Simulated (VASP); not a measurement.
# Band-structure run, with input and output: MgO (part 2 of 2)

The same run, continued: MgO (P6₃mc, 4 atoms in the cell); Kohn-Sham DFT of a periodic cell, r2SCAN, VASP PAW PBE potentials, recommended, no spin polarisation (VASP 6.6.1); cutoff 520 eV, 9×9×6 k-mesh, Gaussian smearing of 0.03 eV. The structure derives from a Materials Project entry.

Geometry of the input (Å; fractional positions):
```
3.2993  -0.0000  -0.0000
-1.6497  2.8573  0.0000
0.0000  0.0000  5.0123
Mg 0.3333  0.6667  0.0036
Mg 0.6667  0.3333  0.5036
O  0.3333  0.6667  0.4010
O  0.6667  0.3333  0.9010
```

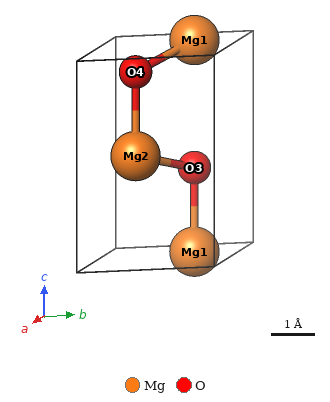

The structure (ball-and-stick view of the cell of the calculation, seen slightly off an axis; atoms are numbered from 1 in the order of the input).

### Parts of OUTCAR, continued
```
 Subroutine INISYM returns: Found 12 space group operations
 (whereof  6 operations are pure point group operations),
 and found     1 'primitive' translations

----------------------------------------------------------------------------------------

                                     Primitive cell

  volume of cell :      47.2520

  direct lattice vectors                    reciprocal lattice vectors
     3.299349252  0.000000000  0.000000000     0.303090071  0.174989134  0.000000000
    -1.649674621  2.857320265  0.000000000     0.000000000  0.349978269  0.000000000
     0.000000000  0.000000000  5.012256082     0.000000000  0.000000000  0.199510955

  length of vectors
     3.299349252  3.299349247  5.012256082     0.349978268  0.349978269  0.199510955

  position of ions in fractional coordinates (direct lattice)
     0.333333330  0.666666670  0.003594998
     0.666666670  0.333333330  0.503594998
     0.333333330  0.666666670  0.401005002
     0.666666670  0.333333330  0.901005002

  ion indices of the primitive-cell ions
   primitive index   ion index
                 1           1
                 2           2
                 3           3
                 4           4

----------------------------------------------------------------------------------------

 KPOINTS: Automatic mesh

Automatic generation of k-mesh.
 Grid dimensions read from file:
 generate k-points for:    9    9    6

 Generating k-lattice:

  Cartesian coordinates                     Fractional coordinates (reciprocal lattice)
     0.033676675  0.019443237  0.000000000     0.111111111  0.000000000  0.000000000
     0.000000000  0.038886474  0.000000000     0.000000000  0.111111111  0.000000000
     0.000000000  0.000000000  0.033251826     0.000000000  0.000000000  0.166666667

  Length of vectors
     0.038886474  0.038886474  0.033251826

  Shift w.r.t. Gamma in fractional coordinates (k-lattice)
     0.000000000  0.000000000  0.000000000

 Subroutine IBZKPT returns following result:
 ===========================================

 Found     48 irreducible k-points:

 Following reciprocal coordinates:
            Coordinates               Weight
  0.000000  0.000000  0.000000      1.000000
  0.111111 -0.000000  0.000000      6.000000
  0.222222 -0.000000  0.000000      6.000000
  0.333333  0.000000  0.000000      6.000000
  0.444444 -0.000000  0.000000      6.000000
  0.111111  0.111111  0.000000      6.000000
  0.222222  0.111111  0.000000     12.000000
  0.333333  0.111111  0.000000     12.000000
  0.444444  0.111111  0.000000      6.000000
  0.222222  0.222222  0.000000      6.000000
  0.333333  0.222222  0.000000     12.000000
  0.333333  0.333333  0.000000      2.000000
  0.000000  0.000000  0.166667      2.000000
  0.111111 -0.000000  0.166667     12.000000
  0.222222 -0.000000  0.166667     12.000000
  0.333333  0.000000  0.166667     12.000000
  0.444444 -0.000000  0.166667     12.000000
  0.111111  0.111111  0.166667     12.000000
  0.222222  0.111111  0.166667     24.000000
  0.333333  0.111111  0.166667     24.000000
  0.444444  0.111111  0.166667     12.000000
  0.222222  0.222222  0.166667     12.000000
  0.333333  0.222222  0.166667     24.000000
  0.333333  0.333333  0.166667      4.000000
 [... further k-points ...]
   k-points           NKPTS =     48   k-points in BZ     NKDIM =     48   number of bands    NBANDS=     16
   number of dos      NEDOS =    301   number of ions     NIONS =      4
   total plane-waves  NPLWV =  31360
   dimension x,y,z NGX =    28 NGY =   28 NGZ =   40
   dimension x,y,z NGXF=    56 NGYF=   56 NGZF=   80
   ions per type =               2   2
   NGX,Y,Z   is equivalent  to a cutoff of  14.11, 14.11, 13.27 a.u.
   NGXF,Y,Z  is equivalent  to a cutoff of  28.22, 28.22, 26.53 a.u.
 SYSTEM =  unknown system
   PREC   = accura    normal or accurate (medium, high low for compatibility)
   ISTART =      0    job   : 0-new  1-cont  2-samecut
   ICHARG =      2    charge: 1-file 2-atom 10-const
   ISPIN  =      1    spin polarized calculation?
   LNONCOLLINEAR =      F non collinear calculations
   LSORBIT =      F    spin-orbit coupling
   LASPH  =      T    aspherical Exc in radial PAW
   ENCUT  =  520.0 eV  38.22 Ry    6.18 a.u.   6.13  6.13  9.32*2*pi/ulx,y,z
   NELM   =     80;   NELMIN=  2; NELMDL= -5     # of ELM steps
   EDIFF  = 0.1E-06   stopping-criterion for ELM
   LREAL  =      F    real-space projection
   EDIFFG = 0.1E-05   stopping-criterion for IOM
   NSW    =      0    number of steps for IOM
   IBRION =     -1    ionic relax: 0-MD 1-quasi-New 2-CG
   NFREE  =      0    steps in history (QN), initial steepest desc. (CG)
   ISIF   =      2    stress and relaxation
   ISYM   =      2    0-nonsym 1-usesym 2-fastsym
   POTIM  = 0.5000    time-step for ionic-motion
   TEBEG  =    0.0;   TEEND  =   0.0 temperature during run
   PSTRESS=    0.0 pullay stress
   NELECT =      16.0000    total number of electrons
   NUPDOWN=      -1.0000    fix difference up-down
   EMIN   =  10.00;   EMAX   =-10.00  energy-range for DOS
   EFERMI =   0.00;   METHOD = LEGACY
   ISMEAR =     0;   SIGMA  =   0.03  broadening in eV -4-tet -1-fermi 0-gaus
   EFERMI_NEDOS =   21; number of points for ismear=-14 and -15
   IALGO  =     38    algorithm
   IMIX   =      4    mixing-type and parameters
     AMIX     =   0.40;   BMIX     =  1.00
     AMIX_MAG =   1.60;   BMIX_MAG =  1.00
  volume/ion in A,a.u.               =      11.81        79.72
  Fermi-wavevector in a.u.,A,eV,Ry     =   1.141059  2.156288 17.714990  1.302015
  Thomas-Fermi vector in A             =   2.277760
   LORBIT       =      0    0 simple, 1 ext, 2 COOP (PROOUT), +10 PAW based schemes
   METAGGA = R2SCAN    functional components
   LHFCALC =     F    Hartree Fock is set to
   AEXX    =    0.0000 exact exchange contribution
   IVDW    =     0    specifies the selected vdW correction
   LEPSILON=     F    determine dielectric tensor
   LRPA    =     F    only Hartree local field effects (RPA)
 non-spin polarized calculation
 Gauss-broadening in eV      SIGMA  =   0.03
  energy-cutoff  :      520.00
  volume of cell :       47.25
 maximum number of plane-waves:      1288
 NGX is ok and might be reduce to    28
   NGX = 13   NGY = 13   NGZ = 19

 number of electron      15.9999996 magnetization

 Free energy of the ion-electron system (eV)
  ---------------------------------------------------
  ext. energy  EPLUGINS =         0.00000000
  ---------------------------------------------------
  free energy    TOTEN  =       -31.85443791 eV

  energy without entropy =      -31.85443791  energy(sigma->0) =      -31.85443791

 E-fermi :   0.8335     XC(G=0): -10.1941     alpha+bet :-10.4067

 val. band max:        0.6965939223   @ k =   0.0000   0.0000   0.0000
 cond. band min:       4.8566977488   @ k =   0.0000   0.0000   0.0000
 fundamental gap:      4.1601038265
 Fermi energy:         0.8335364382

 k-point     1 :       0.0000    0.0000    0.0000
  band No.  band energies     occupation
      1     -16.4824      2.00000
      2     -15.7122      2.00000
      3      -2.5620      2.00000
      4      -0.0484      2.00000
      5      -0.0484      2.00000
      6       0.2788      2.00000
      7       0.2788      2.00000
      8       0.6966      2.00000
      9       4.8567      0.00000
     10      10.0923      0.00000
     11      11.8675      0.00000
     12      15.8171      0.00000
     13      15.8171      0.00000
     14      17.7890      0.00000
     15      18.3158      0.00000
     16      18.3158      0.00000

 k-point     2 :       0.1111   -0.0000    0.0000
  band No.  band energies     occupation
      1     -16.4229      2.00000
      2     -15.6918      2.00000
      3      -2.4421      2.00000
      4      -0.3451      2.00000
      5      -0.1305      2.00000
      6      -0.0704      2.00000
      7       0.2856      2.00000
      8       0.6543      2.00000
      9       5.4162      0.00000
     10      10.4361      0.00000
     11      11.7473      0.00000
     12      14.4213      0.00000
     13      16.0356      0.00000
     14      17.3421      0.00000
     15      17.9704      0.00000
     16      18.2029      0.00000

 k-point     3 :       0.2222   -0.0000    0.0000
  band No.  band energies     occupation
      1     -16.2626      2.00000
      2     -15.6460      2.00000
      3      -2.1054      2.00000
      4      -1.1257      2.00000
      5      -0.6300      2.00000
      6      -0.3036      2.00000
      7       0.2718      2.00000
      8       0.5154      2.00000
      9       6.6323      0.00000
     10      10.8388      0.00000
     11      11.6491      0.00000
     12      12.9779      0.00000
     13      15.4845      0.00000
     14      16.4388      0.00000
     15      16.8921      0.00000
     16      17.2222      0.00000

 k-point     4 :       0.3333    0.0000    0.0000
  band No.  band energies     occupation
      1     -16.0559      2.00000
      2     -15.6115      2.00000
      3      -1.8958      2.00000
      4      -1.6057      2.00000
      5      -1.1273      2.00000
      6      -0.4709      2.00000
      7       0.2332      2.00000
      8       0.2652      2.00000
      9       7.9407      0.00000
     10      10.3245      0.00000
     11      11.2355      0.00000
     12      13.0269      0.00000
     13      14.2196      0.00000
     14      16.0478      0.00000
     15      16.2540      0.00000
     16      17.4453      0.00000

 k-point     5 :       0.4444   -0.0000    0.0000
  band No.  band energies     occupation
      1     -15.8884      2.00000
      2     -15.6177      2.00000
      3      -2.3165      2.00000
      4      -1.4474      2.00000
      5      -1.1252      2.00000
      6      -0.5702      2.00000
      7      -0.0406      2.00000
      8       0.2016      2.00000
      9       8.9765      0.00000
     10       9.7057      0.00000
     11      10.8270      0.00000
     12      12.5412      0.00000
     13      14.4965      0.00000
     14      15.6784      0.00000
     15      15.9983      0.00000
     16      17.7921      0.00000

 [... the levels of 18 k-points are left out ...]

 k-point    24 :       0.3333    0.3333    0.1667
  band No.  band energies     occupation
      1     -15.6946      2.00000
      2     -15.6946      2.00000
      3      -1.9674      2.00000
      4      -1.4640      2.00000
      5      -1.4640      2.00000
      6      -0.7274      2.00000
      7      -0.2062      2.00000
      8      -0.2062      2.00000
      9       9.7812      0.00000
     10       9.8133      0.00000
     11      11.7196      0.00000
     12      11.7196      0.00000
     13      14.8154      0.00000
     14      14.8154      0.00000
     15      15.1227      0.00000
     16      19.1804      0.00000

 [... further k-points ...]

------------------------ aborting loop because EDIFF is reached ----------------------------------------

  FORCE on cell =-STRESS in cart. coord.  units (eV):
  Direction    XX          YY          ZZ          XY          YZ          ZX
  --------------------------------------------------------------------------------------
  -------------------------------------------------------------------------------------
  Total       -0.3270580     -0.3270580     -0.2510241     -0.0000000     -0.0000000      0.0000000
  in kB      -11.0895747    -11.0895747     -8.5114896     -0.0000000     -0.0000000      0.0000000
  external PRESSURE =     -10.2302130 kB  Pullay stress =       0.0000000 kB

 VOLUME and BASIS-vectors are now :
 -----------------------------------------------------------------------------
  energy-cutoff  :      520.00
  volume of cell :       47.25
      direct lattice vectors                 reciprocal lattice vectors
     3.299349252  0.000000000  0.000000000     0.303090071  0.174989134  0.000000000
    -1.649674621  2.857320265  0.000000000     0.000000000  0.349978269  0.000000000
     0.000000000  0.000000000  5.012256082     0.000000000  0.000000000  0.199510955

 POSITION                                       TOTAL-FORCE (eV/Angst)
 -----------------------------------------------------------------------------------
     -0.00000      1.90488      0.01802        -0.000000      0.000000      0.018688
      1.64967      0.95244      2.52415         0.000000     -0.000000      0.018688
     -0.00000      1.90488      2.00994         0.000000      0.000000     -0.018688
      1.64967      0.95244      4.51607        -0.000000      0.000000     -0.018688
 -----------------------------------------------------------------------------------
    total drift:                               -0.000017      0.000010     -0.015918

  FREE ENERGIE OF THE ION-ELECTRON SYSTEM (eV)
  ---------------------------------------------------
  free  energy   TOTEN  =       -31.8544379093 eV

  energy  without entropy=      -31.8544379093  energy(sigma->0) =      -31.85443791
```

### CONTCAR
```
MgO
   1.00000000000000
     3.2993492521999999    0.0000000000000000    0.0000000000000000
    -1.6496746212000000    2.8573202647999998    0.0000000000000000
     0.0000000000000000    0.0000000000000000    5.0122560816000004
  Mg              O
     2     2
Direct
     0.3333333300000021    0.6666666699999979    0.0035949979587855
     0.6666666699999979    0.3333333300000021    0.5035949979587855
     0.3333333300000021    0.6666666699999979    0.4010050020412166
     0.6666666699999979    0.3333333300000021    0.9010050020412166

  0.00000000E+00  0.00000000E+00  0.00000000E+00
  0.00000000E+00  0.00000000E+00  0.00000000E+00
  0.00000000E+00  0.00000000E+00  0.00000000E+00
  0.00000000E+00  0.00000000E+00  0.00000000E+00
```

### Key numbers

```tsv
quantity	value
outcome	converged
space group (tolerance 0.01 Å)	P6₃mc (186)
electrons treated	16
free energy	−31.8544 eV
Fermi energy of the self-consistent step	0.834 eV
gap on the k-point mesh	4.16 eV
gap on the band path	4.16 eV
pressure	−1.02 GPa
largest force (length of the vector)	0.019 eV/Å
wall time	8 min
peak memory	0.19 GiB
```
